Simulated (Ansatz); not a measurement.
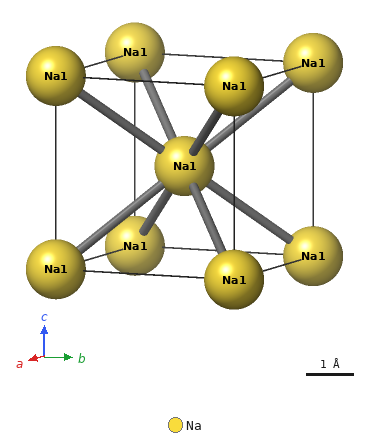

*The structure (ball-and-stick view of the cell 2 times as large as that of the calculation, set on its symmetry axes, seen slightly off an axis; atoms are numbered from 1 in the order of the input). An atom can appear more than once, as a periodic image.*

**Band-structure calculation of Na**

The run: band-structure calculation of Na (Im-3m, 1 atom in the cell). Method and program: DFT, PBEsol, PAW with Ansatz's default frozen-core files, scalar-relativistic, no spin polarisation (Ansatz 0.2.0).

The structure derives from an entry of the Crystallography Open Database. It belongs to a series of runs on one base structure; here: functional pbesol, PAW files. Figures and captions count atoms from 1; the log counts them from 0 in places.

Input file:
```yaml
crystal:
  lattice:
    - [-2.1175, 2.1175, 2.1175]
    - [2.1175, -2.1175, 2.1175]
    - [2.1175, 2.1175, -2.1175]
  atoms:
    - { symbol: Na, position: [0.0, 0.0, 0.0] }
kpoints:
  mp_grid: { grid: [11, 11, 11] }
  band_path:
    path:
      - [0.0, 0.0, 0.0]
      - [0.5, -0.5, 0.5]
      - [0.0, 0.0, 0.5]
      - [0.0, 0.0, 0.0]
      - [0.25, 0.25, 0.25]
      - [0.5, -0.5, 0.5]
      - [0.25, 0.25, 0.25]
      - [0.0, 0.0, 0.5]
    npoints: 5
scf:
  occupations: { method: fermi_dirac, width: 0.03 }
hamiltonian:
  xc: pbesol
  pseudopotentials: { kind: paw }
output:
  forces: true
  stress: true
  eigenvalues: true
  efg: { contact_densities: true }
  write_density: true
  write_potential: true
  elf: true
  volumetric_format: npy
```

Machine: 1 thread of Arm Neoverse V1, 24 GiB of memory available, shared host.

Launched with:
```bash
ansatz run input.yaml --threads 1 --pin off --max-ram 2048MiB --backend cpu --events-out ev --progress --plain --runs-dir out
```

Output:
```
Engine: ansatz 0.2.0, aarch64-unknown-linux-gnu
Pseudopotentials: kind: paw
Pseudopotential: Na, paw, valence charge 9, recommended cutoff 420 eV (normal), Na.paw.azcp
Functional definition: PBEsol
  exchange = pbesol_x
  correlation = pbesol_c
Crystal: 1 atoms, lattice volume = 37.978 Å³
Basis set: ecut = 420 eV, 767 PW (Γ), exchange–correlation on 50×50×50 points (8 copies of the dense FFT grid, shifted against one another)
Bands: 9, of which v1, the nominal top of the filled ones, is band 5 counted from 1 (4 counted from 0)
Symmetry: 48 space group operations
Space group: Im-3m (ITA 229), of the structure as read, at distance tolerance 3.4e-5 Å
k-points: 56 of 1331
Non-local potential: Na, projectors of the file, l = 0: 3, l = 1: 2, l = 2: 1
PAW form: soft (Blöchl's): semilocal exchange-correlation on the pseudo side does not see the compensation charge
PAW frozen core: Na, regenerated for the run's functional, and the local potential with it (the file was generated under x = pbe(κ = 0.804, μ = 0.2195149727645171), c = pbe(β = 0.06672455060314922))
PAW one-centre angular grid: Na, 110 points (default); XC on 64 Gauss nodes
Initial density: superposition of atomic densities (neutral atoms: chi_scale 0, normalization atom), corrected by the library's trained network
Initial wavefunctions: pseudopotential atomic-orbital guess
Functional: x = pbesol(κ = 0.804, μ = 0.12345679012345678), c = pbesol(β = 0.046)
SCF iter   1: F=—  HF=-1475.871225 eV  |F-HF|=—  |Δ(HF+E_count)|=         —  Δρ=1.60e-3  dr2=4.31e-4  ethr=1.77e-3  ⟨swp⟩=5.8  Hψ=3368  notcnv=0
preconditioner: auto → none  [insulator: Δε(μ)=0.134 eV  Ē_g=7.739 eV  σ=0.030 eV  W_gap=0.75  n_scr=12 (ndim 8)  ℏωp=6.0 eV  f_vac=0.000  D(μ)=0.41/eV (n_scr^D=0)  ε∞_Penn≈1.6]
SCF iter   2: F=—  HF=-1475.870697 eV  |F-HF|=—  |Δ(HF+E_count)|=   5.28e-4  Δρ=3.29e-4  dr2=1.63e-5  ethr=4.79e-6  ⟨swp⟩=2.1  Hψ=1308  notcnv=0  defer=3
SCF iter   3: F=—  HF=-1475.870714 eV  |F-HF|=—  |Δ(HF+E_count)|=   1.65e-5  Δρ=8.35e-5  dr2=1.50e-6  ethr=1.81e-7  ⟨swp⟩=2.0  Hψ=713  notcnv=0  defer=4
SCF iter   4: F=—  HF=-1475.870717 eV  |F-HF|=—  |Δ(HF+E_count)|=   2.99e-6  Δρ=3.21e-5  dr2=1.26e-7  ethr=1.67e-8  ⟨swp⟩=2.0  Hψ=739  notcnv=0  defer=4
iter 5 did not close the SCF: its close was put off for the readings that it lacked (scf_convergence_deferred on its scf_iter line)
SCF iter   5: F=-1475.870717 eV  HF=-1475.870717 eV  |F-HF|=1.22e-8  |Δ(HF+E_count)|=   1.18e-7  Δρ=7.61e-6  dr2=6.85e-9  ethr=1.40e-9  ⟨swp⟩=2.0  Hψ=711  notcnv=0  defer=4
SCF iter   6: F=-1475.870717 eV  HF=-1475.870717 eV  |F-HF|=1.18e-11  |Δ(HF+E_count)|=   5.62e-9  Δρ=2.50e-7  dr2=6.74e-12  ethr=7.62e-11  ⟨swp⟩=5.4  Hψ=2447  notcnv=0
SCF 1 converged in 6 iterations: F = -1475.870717 eV  dr2 = 6.74e-12
  greatest PAW one-centre occupation: 0.999 electrons in one spin orbital (limit 2), on the Na atom at site 0 (counted from 0), in its partial waves of l = 0
```

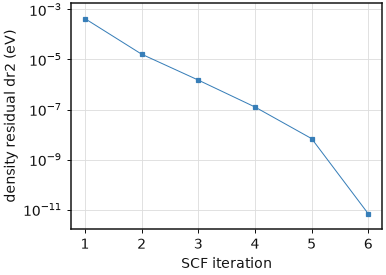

*Convergence of the self-consistent field: density residual dr2 against the SCF iteration.*

The residual falls at every step.

```
NSCF: frozen V_eff on 36 k-points
SCF converged after 6 iterations
Free energy (F): -1475.870717 eV
Harris-Foulkes:  -1475.870717 eV  (|F-HF|=1.18e-11)
Internal energy: -1475.869516 eV  (E = F + TS)
E sigma→0 (E₀):  -1475.870116 eV
Entropy (-TS):   -0.001201 eV (-1.201 meV/atom)
Fermi energy:    1.623830 eV
--- Per-component energies (eV) ---
  E_band       = -241.158917
  E_kinetic    = 120.099035
  E_local      = -1449.908419  (includes V_loc(G=0)·N_el)
  E_nonlocal   = 115.840676
  E_hartree    = 530.240113
  E_xc         = -37.594947
  E_vxc        = -48.590153  (∫ρ·V_xc dr)
  E_paw        = -253.455735  (= ΣΔE_a)
  E_vpaw       = -39.080337  (= ΣTr[D̂ρ^β])
  E_aug_tail   = -0.000023  (compensation charges beyond the density's cutoff)
  E_ewald      = -501.144910
  E_core_change = 0.054694  (= ΣΔE_core)
  E_smearing   = -0.001201  (= −TS)
  E_closure    = 0.000000  (closes the sum)
  Σ components = -1475.870717   (vs F -1475.870717, Δ=0.00e0)
--- Forces (eV/Å), atoms counted from 1 ---
  atom   1  Na     0.00000000     0.00000000    -0.00000000
  max |Σ_I F_I| component: 3.13e-32 eV/Å
--- Stress (GPa, compression-positive) ---
       -0.341276      -0.000000       0.000000
       -0.000000      -0.341276      -0.000000
        0.000000       0.000000      -0.341276
  P = ⅓ Tr σ = -0.3413 GPa (-3.413 kbar)
--- PAW observables at the nuclei: V_zz in 10²¹ V/m², potentials from the cell's mean, atoms counted from 1 ---
  atom   1  Na V_zz =    -0.000000   η = 0.0000   by run symmetry: forbidden
            electrostatic potential = -971.106815 V   contact ρ = 5878.327592 e/Å³
--- Band table (eV; the first three rows and the last of 56) ---
  k-point 0: bands = ["-51.1272", "-23.1949", "-23.1949", "-23.1949", "-1.6062", "13.1733", "13.1733", "13.1733", "14.1698"]
  k-point 1: bands = ["-51.1271", "-23.1975", "-23.1958", "-23.1949", "-1.4634", "11.4998", "12.3750", "12.6576", "13.2102"]
  k-point 2: bands = ["-51.1267", "-23.2046", "-23.1982", "-23.1949", "-1.0373", "9.1745", "11.3545", "11.8907", "12.2353"]
  k-point 55: bands = ["-51.1240", "-23.2188", "-23.2184", "-23.2184", "5.0535", "6.1554", "6.4797", "6.4797", "7.2911"]
```

File bands.tsv:
```
# k_distance	band_0	band_1	band_2	band_3	band_4	band_5	band_6	band_7	band_8
# fermi_ev = 1.623830
# lock_threshold_ev = 1e-6
# [0, 0, 0] at k_distance = 0.000000
# [0.5, -0.5, 0.5] at k_distance = 1.483633
# [0, 0, 0.5] at k_distance = 2.532720
# [0, 0, 0] at k_distance = 3.581807
# [0.25, 0.25, 0.25] at k_distance = 4.866670
# [0.5, -0.5, 0.5] at k_distance = 6.151534
# [0.25, 0.25, 0.25] at k_distance = 7.436398
# [0, 0, 0.5] at k_distance = 8.178214
# levels_relative_to = fermi_ev
# free_energy_ev = -1475.870717
# largest_residual_norms_ev = 2.886e-4 3.238e-4 3.968e-4 3.982e-4 1.195e-3 1.083e-3 1.283e-3 2.041e-3 1.933e-3
0.000000	-52.751043	-24.818720	-24.818720	-24.818720	-3.230029	11.549510	11.549510	11.549510	12.545940
0.296727	-52.750700	-24.822741	-24.820881	-24.820881	-2.885142	9.510103	9.510103	9.801868	11.251263
0.593453	-52.749834	-24.831528	-24.826673	-24.826673	-1.863583	7.443741	7.443741	7.468809	9.382447
0.890180	-52.748826	-24.838935	-24.834101	-24.834101	-0.202233	5.799170	5.966797	5.966797	7.746821
1.186906	-52.748062	-24.842166	-24.840325	-24.840325	2.031310	4.796749	5.087353	5.087353	6.481167
1.483633	-52.747782	-24.842753	-24.842753	-24.842753	4.462521	4.462521	4.795723	4.795723	4.795723
1.693450	-52.747920	-24.843611	-24.841532	-24.840468	3.209398	3.635018	4.941379	5.333104	6.371804
1.903268	-52.748282	-24.845856	-24.838334	-24.834467	2.122538	2.643539	5.378826	5.993054	8.425601
2.113085	-52.748730	-24.848633	-24.834381	-24.827012	1.348405	1.855829	6.108135	6.896286	10.803338
2.322902	-52.749093	-24.850881	-24.831181	-24.820951	0.885438	1.360834	7.118194	8.068540	10.260120
2.532720	-52.749231	-24.851740	-24.829958	-24.818629	0.731404	1.192640	8.083773	8.983137	9.109428
2.742537	-52.749404	-24.848618	-24.828886	-24.818638	-0.532227	2.749136	8.248163	9.111481	9.257413
2.952355	-52.749857	-24.840412	-24.826077	-24.818659	-1.695230	4.791535	8.739704	9.495599	9.702080
3.162172	-52.750417	-24.830207	-24.822603	-24.818687	-2.542489	7.103687	9.550632	10.127548	10.444568
3.371989	-52.750870	-24.821902	-24.819792	-24.818710	-3.057300	9.640019	10.643005	10.955551	11.479133
3.581807	-52.751043	-24.818720	-24.818720	-24.818720	-3.230029	11.549510	11.549510	11.549510	12.545940
3.838779	-52.750789	-24.823836	-24.819281	-24.819281	-2.971153	9.534912	9.534912	10.323238	12.323638
4.095752	-52.750182	-24.835122	-24.821139	-24.821139	-2.202012	7.121443	7.121443	8.389395	13.041825
4.352725	-52.749566	-24.843742	-24.824556	-24.824556	-0.944236	5.160366	5.160366	6.564637	14.254047
4.609698	-52.749215	-24.843279	-24.829375	-24.829375	0.758827	3.674730	3.674730	5.084177	15.873323
4.866670	-52.749141	-24.834733	-24.834733	-24.834733	2.662938	2.662938	2.662938	4.277809	17.088898
5.123643	-52.749119	-24.839338	-24.839338	-24.825474	2.120518	2.120518	3.030111	5.927125	14.706843
5.380616	-52.748903	-24.842174	-24.842174	-24.823120	2.044176	2.044176	3.013843	8.875194	11.512333
5.637589	-52.748455	-24.843120	-24.843120	-24.829302	2.433078	2.433078	3.427505	8.740558	8.740558
5.894561	-52.747984	-24.842964	-24.842964	-24.838481	3.287688	3.287688	4.210761	6.449893	6.449893
6.151534	-52.747782	-24.842753	-24.842753	-24.842753	4.462521	4.462521	4.795723	4.795723	4.795723
6.408507	-52.747984	-24.842964	-24.842964	-24.838481	3.287688	3.287688	4.210761	6.449893	6.449893
6.665480	-52.748455	-24.843120	-24.843120	-24.829302	2.433078	2.433078	3.427505	8.740558	8.740558
6.922452	-52.748903	-24.842174	-24.842174	-24.823120	2.044176	2.044176	3.013843	8.875194	11.512333
7.179425	-52.749119	-24.839338	-24.839338	-24.825474	2.120518	2.120518	3.030111	5.927125	14.706843
7.436398	-52.749141	-24.834733	-24.834733	-24.834733	2.662938	2.662938	2.662938	4.277809	17.088898
7.584761	-52.749150	-24.839892	-24.834278	-24.829661	1.965282	2.376708	3.518330	4.716177	16.101857
7.733125	-52.749172	-24.844620	-24.833083	-24.825159	1.424358	1.906244	4.531719	5.641162	14.111428
7.881488	-52.749200	-24.848422	-24.831608	-24.821636	1.039012	1.518907	5.700517	6.777340	12.142916
8.029851	-52.749222	-24.850887	-24.830415	-24.819397	0.808248	1.275265	7.006607	8.031659	10.349781
8.178214	-52.749231	-24.851740	-24.829958	-24.818629	0.731404	1.192640	8.083773	8.983137	9.109428
```

File v_z.tsv:
```
# z_ang	v_es[eV]	v_tot[eV]
# format = ansatz-planar-average/11
# xc	pbesol
# density_cutoff_ev	1680
# datasets	Na=:simpson_from_first_knot:soft:shift=-749619
# lattice	-2.117500000	2.117500000	2.117500000
# lattice	2.117500000	-2.117500000	2.117500000
# lattice	2.117500000	2.117500000	-2.117500000
# sites	1
# site	11	0.000000000	0.000000000	0.000000000
0.000000	-4.327681e0	-1.189912e1
0.146705	-3.985961e0	-1.150094e1
0.293409	-3.037617e0	-1.038737e1
0.440114	-1.702128e0	-8.785693e0
0.586819	-2.942089e-1	-7.028839e0
0.733524	8.913411e-1	-5.447553e0
0.880228	1.730658e0	-4.224031e0
1.026933	2.297691e0	-3.360118e0
1.173638	2.711557e0	-2.760118e0
1.320342	3.026350e0	-2.354711e0
1.467047	3.257400e0	-2.137533e0
1.613752	3.410264e0	-2.032163e0
1.760456	3.486303e0	-1.953245e0
1.907161	3.486303e0	-1.953245e0
2.053866	3.410264e0	-2.032163e0
2.200571	3.257400e0	-2.137533e0
2.347275	3.026350e0	-2.354711e0
2.493980	2.711557e0	-2.760118e0
2.640685	2.297691e0	-3.360118e0
2.787389	1.730658e0	-4.224031e0
2.934094	8.913411e-1	-5.447553e0
3.080799	-2.942089e-1	-7.028839e0
3.227503	-1.702128e0	-8.785693e0
3.374208	-3.037617e0	-1.038737e1
3.520913	-3.985961e0	-1.150094e1
```

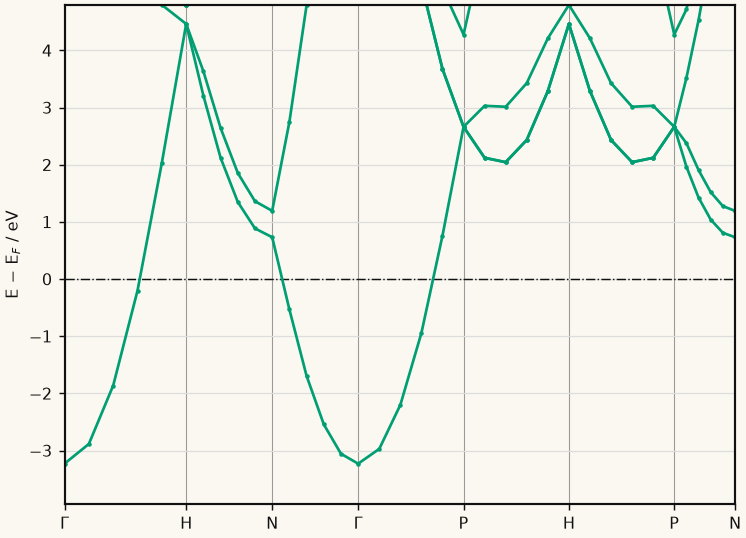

*Band structure along Γ–H–N–Γ–P–H–P–N, with energies from the Fermi level.*

Bands cross the Fermi level: a metal at this level of theory.

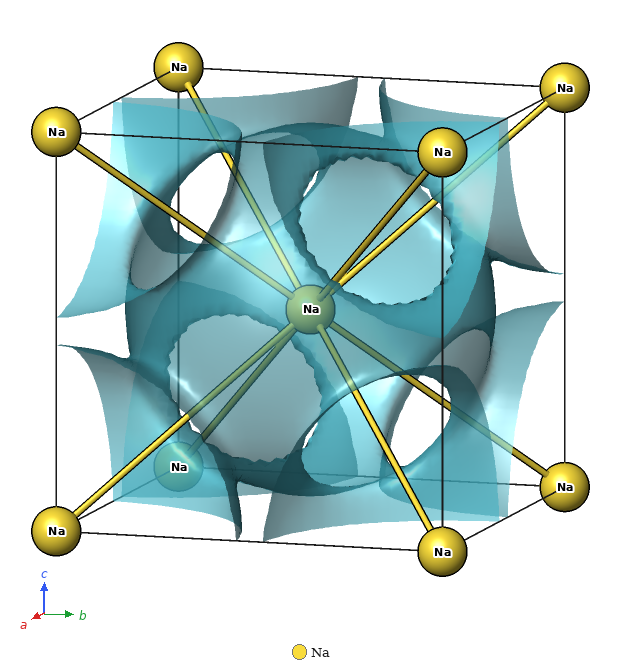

*Isosurface of the electron localisation function at 0.5 (cyan), seen slightly off an axis. Only the valence region is drawn (cores and ρ < 0.01 e/Å³ removed). Sticks mark near contacts. The outline is the cell set on symmetry axes.*

Values along the shortest contacts: Na–Na (3.67 Å): the ELF is about 0.40 at the midpoint, which marks nearly free electrons, as in a simple metal. Core electrons are frozen (PAW), so the fields are smoothed inside the atomic spheres.

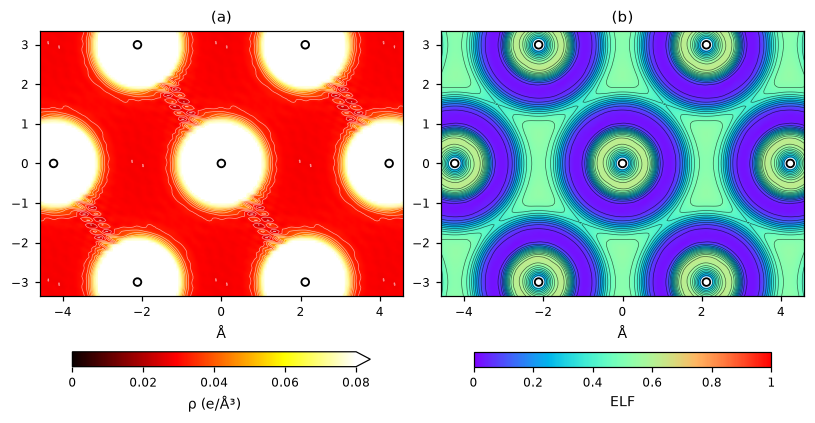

*(a) valence electron density; (b) electron localisation function on the (101̄) plane of the conventional cell. Circles mark the nuclei in the plane (Na).*

Na–Na (3.67 Å): the density is about 0.03 e/Å³ at the midpoint; the ELF is about 0.40 at the midpoint, which marks nearly free electrons, as in a simple metal. Away from the nuclei the density in this plane falls to 0.02 e/Å³ at its lowest. The ELF has a maximum of about 0.55 in the space between the atoms. The strong features right at Na lie inside the PAW spheres (semicore, d or f shells) and say nothing about bonding.

Summary:

- outcome: converged
- space group (tolerance 0.01 Å): Im-3m (229)
- electrons treated: 9
- free energy: −1475.8707 eV
- Fermi energy: 1.624 eV
- pressure: −0.34 GPa
- field gradient V_zz (10²¹ V/m²): zero at all sites
- electronic character: metal
- largest force (length of the vector): under 0.001 eV/Å
- wall time: 2.5 s
- peak memory: 0.29 GiB
